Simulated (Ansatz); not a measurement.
System: zincblende AlAs, space group F-43m (No. 216), 2 atoms in the primitive cell; at the first point, cubic a = 5.674 Å, relaxed at zero pressure beforehand. The cell is squeezed uniformly and kept in this structure, whether or not it stays the stable one. Computed with Ansatz 0.2.0: PBEsol, all-electron LAPW, no spin polarisation, no spin-orbit coupling, 13×13×13 k mesh, Fermi-Dirac smearing of 0.08 eV.

How will the gap change from 0 GPa to 142 GPa?

The gap falls from 1.38 eV at 0 GPa to 0.66 eV at 46 GPa and closes on the mesh between 46 GPa and 142 GPa.

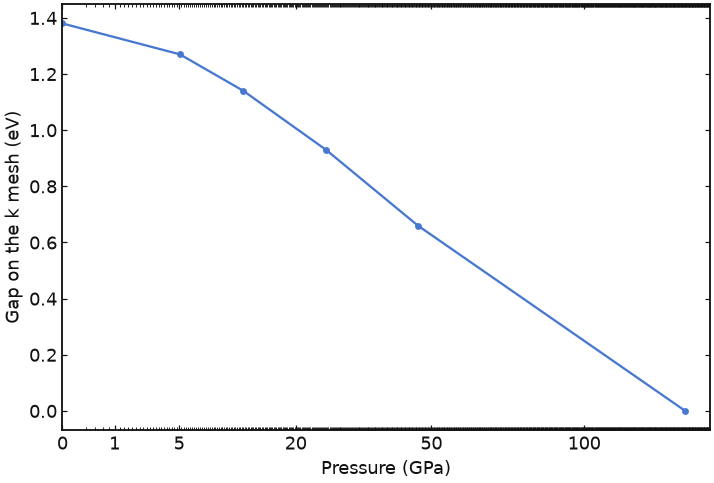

Smallest gap on the k mesh (the pressure axis goes as the square root).

```
pressure  gap (eV)  V/V0
   0 GPa      1.38  1.00
   5 GPa      1.27  0.94
  12 GPa      1.14  0.88
  26 GPa      0.93  0.80
  46 GPa      0.66  0.72
 142 GPa      none  0.55
```

Spin-orbit coupling is left out, which matters for As. LDA, GGA and most meta-GGA functionals understate gaps. A mesh with an odd division misses points of the zone boundary, where band edges can lie.
